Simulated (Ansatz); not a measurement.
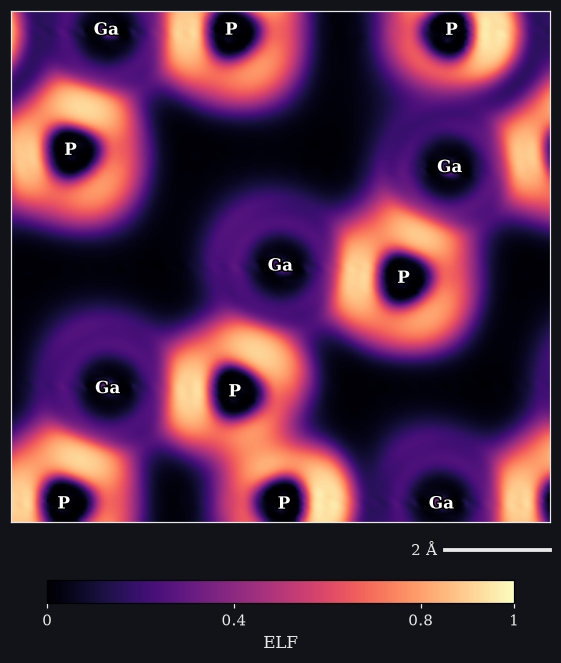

Figure 1: Ga16P17 (cell charge +3, with a compensating background) (cell with a defect). ELF on the (011̄) plane of the calculation cell.

All numbers below come from DFT PBE, scalar-relativistic, plane waves, PAW (Ansatz).

Q: Interpret the plot.

A:
- Atoms in the plane: Ga and P.
- Ga–P (2.28 Å): the ELF peaks at about 0.90 between the atoms.
- P–P (2.32 Å): the ELF peaks at about 0.85 between the atoms.
- Ga–P (2.34 Å): the ELF peaks at about 0.90 in the valence shell of P, 0.7 Å from its nucleus, and is about 0.75 at the midpoint.
- Ga–P (2.41 Å): the ELF peaks at about 0.95 in the valence shell of P, 0.7 Å from its nucleus, and is about 0.75 at the midpoint.
- Ga–P (2.54 Å): the ELF peaks at about 0.90 in the valence shell of P, 0.9 Å from its nucleus, and is about 0.70 at the midpoint.

Q: Metal or insulator at this level of theory?

A: It is gapped, with a Kohn–Sham gap of 0.78 eV on the k-point mesh, an upper bound to the gap of this method.
